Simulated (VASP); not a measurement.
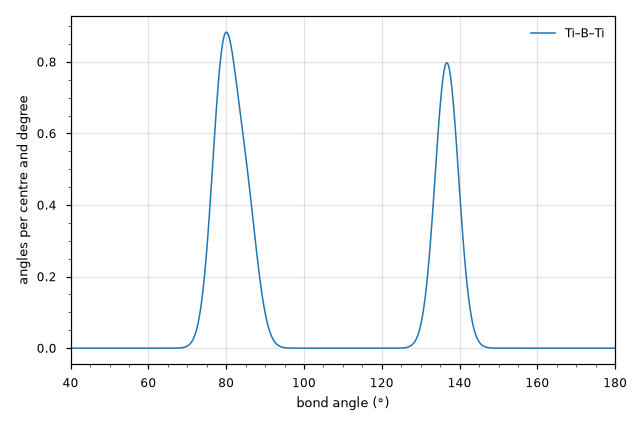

Bond-angle distributions computed from the structure of TiB2; each angle is a Gaussian of σ = 3.0°. Bonds counted: B–Ti up to 2.98 Å. It is based on the end point of a relaxation with VASP Kohn-Sham DFT of a periodic cell, PBE with D3(BJ), VASP PAW PBE potentials, recommended (VASP 6.6.1).

Where do the angles cluster?

Answer. Ti–B–Ti: 79–85° (9 per centre); 137° (6 per centre)

The structure has space group P6/mmm (No. 191); other forms of this composition would give other results.
